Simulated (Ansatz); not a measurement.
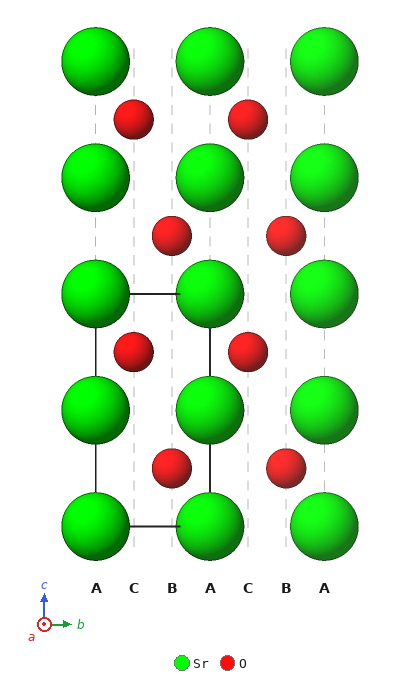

The picture looks along a close-packed row of the hexagonal mesh; c points upwards. The dashed lines mark the three columns A (0, 0), B (1/3, 2/3) and C (2/3, 1/3). The sequence starts with the first layer at or above the cell's origin.

The compound is SrO (space group P6_3/mmc, No. 194), taken as the geometry relaxed at fixed volume with DFT PBEsol, scalar-relativistic, plane waves, PAW in Ansatz; the starting structure was generated, so it need not be a known form of this composition.

Read off the stacking sequence over one period.

Answer. Sr(A) – O(B) – Sr(A) – O(C) (four layers in 6.14 Å).

How are the O layers alone stacked?

Answer. O layers alone: BC, the hexagonal close-packed type.

Which positions between or in the O layers do the other atoms fill?

Answer. Sr: two octahedral sites (per hexagonal cell).
